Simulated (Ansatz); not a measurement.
```
CELL_PARAMETERS angstrom
2.96655 0.00000 0.00000
-1.48328 2.56911 0.00000
0.00000 0.00000 4.77852
ATOMIC_POSITIONS crystal
Mn 0.00000 0.00000 0.50000
O 0.66667 0.33333 0.29371
O 0.33333 0.66667 0.70629
```

Space group P-3m1; a structure from a database of computed crystals, not necessarily the ambient phase; not relaxed (largest force 1.9 eV/Å); computed pressure about −25 GPa in this cell; spin-polarised.

Theory: DFT, LDA, PAW with Ansatz's default frozen-core files, scalar-relativistic in Ansatz.

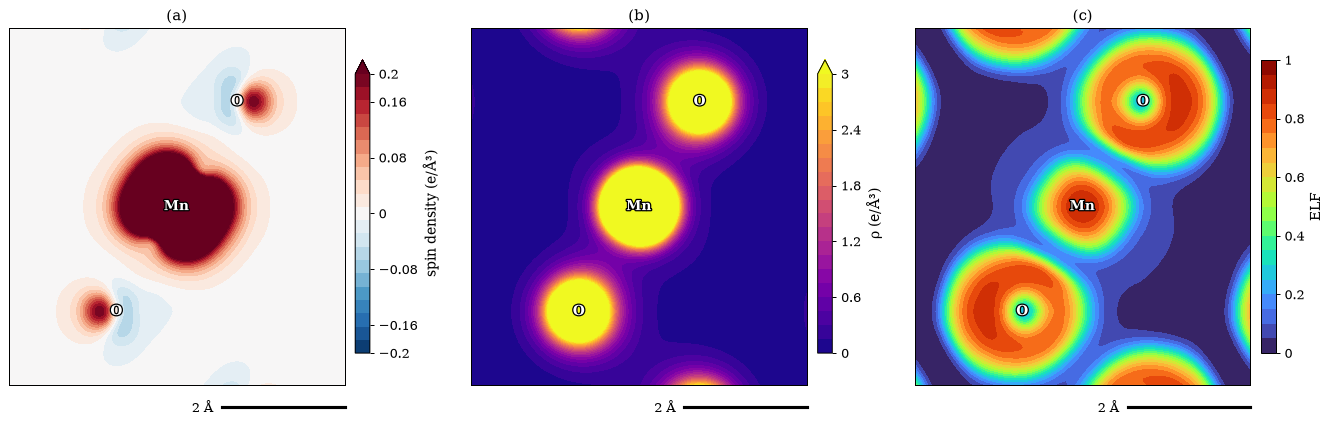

MnO2. (a) spin density (up minus down); (b) valence electron density; (c) ELF on the (110) plane of the conventional cell.

The density is the valence pseudo-density of a PAW calculation; it isn't the true density close to the nuclei.

### Read the bonding off the picture.

The plane passes through Mn and O nuclei.
Mn–O (1.98 Å): ρ is about 0.68 e/Å³ halfway; the ELF peaks at about 0.85 in the valence shell of O, 0.6 Å from its nucleus, and is about 0.25 at the midpoint (no localised pair shows between them).
Between the atoms the lowest density in this plane is 0.008 e/Å³.
The features right at Mn lie inside the PAW spheres, where the map follows smoothed inner orbitals and isn't to be read closely.
The spin density sits on Mn: +2.6 μB in one cell of 3 atoms: parallel main moments, as they must be, since the calculation's own cell holds one magnetic site. The cell of the calculation (3 atoms) carries 3.0 μB of net spin moment.
